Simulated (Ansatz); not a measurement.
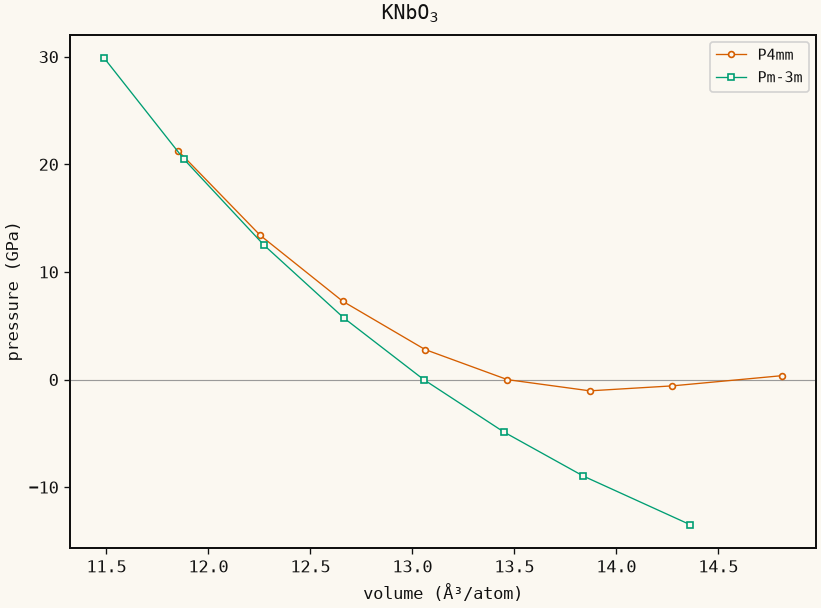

The plot gives the computed pressure against volume, with one curve for each structure, for KNbO₃.

Method: third-order Birch-Murnaghan fit to density functional energies at scaled volumes of the given relaxed cell, shape and atoms relaxed at each volume; energies count from the fitted minimum; plane waves with PAW datasets, Γ-centred k mesh (Ansatz 0.2.0). Level: PBE, no spin polarisation.

- wave cutoff: 420 eV
- k mesh: 8×8×8
- occupations: Gaussian
- smearing width: 0.02 eV

Q: Order the curves by fitted equilibrium volume, smallest first.

A: Pm-3m 13.06, P4mm 13.55 Å³/atom.

Q: Order the curves by fitted bulk modulus, smallest first.

A: P4mm 46, Pm-3m 175 GPa.

Caveats: poor fit (P4mm); pressure derivative unusual (P4mm).

The computed values:

P4mm:
```json
{"volume (Å³/atom)": "11.850", "pressure (GPa)": "21.28"}
{"volume (Å³/atom)": "12.254", "pressure (GPa)": "13.40"}
{"volume (Å³/atom)": "12.658", "pressure (GPa)": "7.28"}
{"volume (Å³/atom)": "13.062", "pressure (GPa)": "2.79"}
{"volume (Å³/atom)": "13.466", "pressure (GPa)": "-0.01"}
{"volume (Å³/atom)": "13.870", "pressure (GPa)": "-1.05"}
{"volume (Å³/atom)": "14.274", "pressure (GPa)": "-0.59"}
{"volume (Å³/atom)": "14.813", "pressure (GPa)": "0.36"}
```

Pm-3m:
```json
{"volume (Å³/atom)": "11.489", "pressure (GPa)": "29.87"}
{"volume (Å³/atom)": "11.881", "pressure (GPa)": "20.45"}
{"volume (Å³/atom)": "12.273", "pressure (GPa)": "12.48"}
{"volume (Å³/atom)": "12.664", "pressure (GPa)": "5.72"}
{"volume (Å³/atom)": "13.056", "pressure (GPa)": "-0.01"}
{"volume (Å³/atom)": "13.448", "pressure (GPa)": "-4.87"}
{"volume (Å³/atom)": "13.839", "pressure (GPa)": "-8.98"}
{"volume (Å³/atom)": "14.362", "pressure (GPa)": "-13.49"}
```
